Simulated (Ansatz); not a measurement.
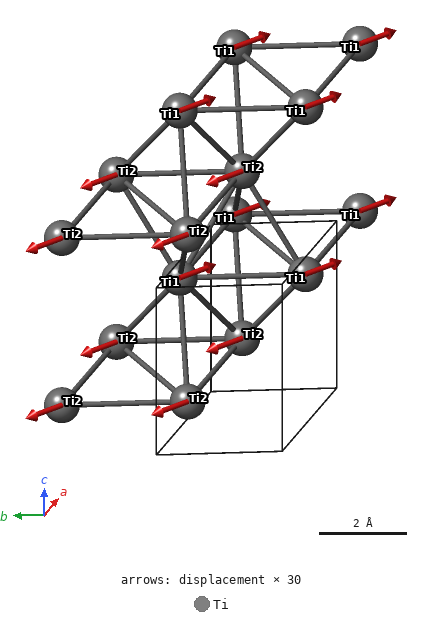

This is a relaxation of solid Ti (built on the random type). The starting structure is drawn; red arrows show the displacements (the part carried along by the change of the cell is left out), magnified 30 times.

Style: ball-and-stick. Shown: the cell of the calculation, repeated 2 × 2 × 2 with one cell outlined, from a free direction.

Case: random cell without symmetry.

All numbers below come from DFT PBE, scalar-relativistic, plane waves, PAW in Ansatz 0.2.0.

The input:
```yaml
crystal:
  lattice:
    - [1.4877652706, -2.5081038912, 0.0]
    - [1.4877652706, 2.5081038912, 0.0]
    - [0.0, 0.0, 4.6651169663]
  atoms:
    - { symbol: Ti, position: [0.8266540019, 0.1733459981, 0.75] }
    - { symbol: Ti, position: [0.1733459981, 0.8266540019, 0.25] }
basis:
  ecutwfc: 420
kpoints:
  mp_grid: { grid: [22, 22, 12] }
hamiltonian:
  xc: pbe
scf:
  occupations: { method: gaussian, width: 0.1 }
output:
  forces: true
  stress: true
  eigenvalues: true
relax:
  adjacent_minimum: "off"
  f_tol: 0.01
  max_steps: 80
  cell: { stress_tol: 0.05 }
```

**Describe the change and its energy.**

The largest moves relative to the cell, 0.034 Å, are those of Ti1 and Ti2. Ti1 goes along [1 −1 0]. The volume changes by −0.1 %, with a = b 2.916 → 2.939 Å (+0.8 %), c 4.665 → 4.650 Å (−0.3 %), γ 118.6° → 120.0°. Near-neighbour distances that change, for instance: Ti1–Ti1 2.976 → 2.939 Å, Ti1–Ti2 2.910 → 2.878 Å, Ti1–Ti1 (another image) 2.916 → 2.939 Å, Ti1–Ti2 (another image) 2.872 → 2.878 Å. The space group (tolerance 0.01 Å) goes from Cmcm (No. 63) to P6_3/mmc (No. 194). After 3 accepted moves (4 points after the start) the energy has fallen by 3.9 meV per cell of the calculation. The largest force component goes from 0.032 to under 0.0001 eV/Å. The pressure goes from −0.13 to 0.00 GPa. The SCF was repeated once at an unchanged geometry on a basis and grid sized afresh for the cell, which shifted the energy by less than 0.05 meV per cell of the calculation at most. The run took about 90 core-seconds on a shared host.
